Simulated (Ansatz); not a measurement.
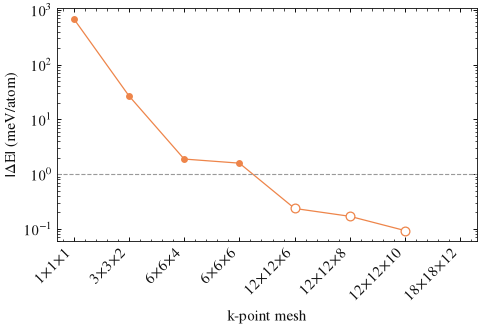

Convergence test: the k-point mesh is varied and all else is held.
AlNi₂ (P-3m1, 6 atoms in the cell); DFT PBEsol, scalar-relativistic, plane waves, PAW (Ansatz 0.2.0); cutoff 420 eV, Gaussian smearing of 0.1 eV, no spin polarisation.
ΔE is the free energy less its value at the densest setting, 18×18×12.
Dashed lines or grey bands mark the tolerance: 1 meV/atom.
On logarithmic panels, open markers lie below the reference value and filled ones above.

Question: From which setting is the free energy converged to 1 meV/atom?

Answer: The free energy is within 1 meV/atom of the densest setting's value from 12×12×6 on. It is off by 690 meV/atom at 1×1×1, 1.9 meV/atom at 6×6×4 and 1.6 meV/atom at 6×6×6 (on both sides of it). The system is metallic at this level.
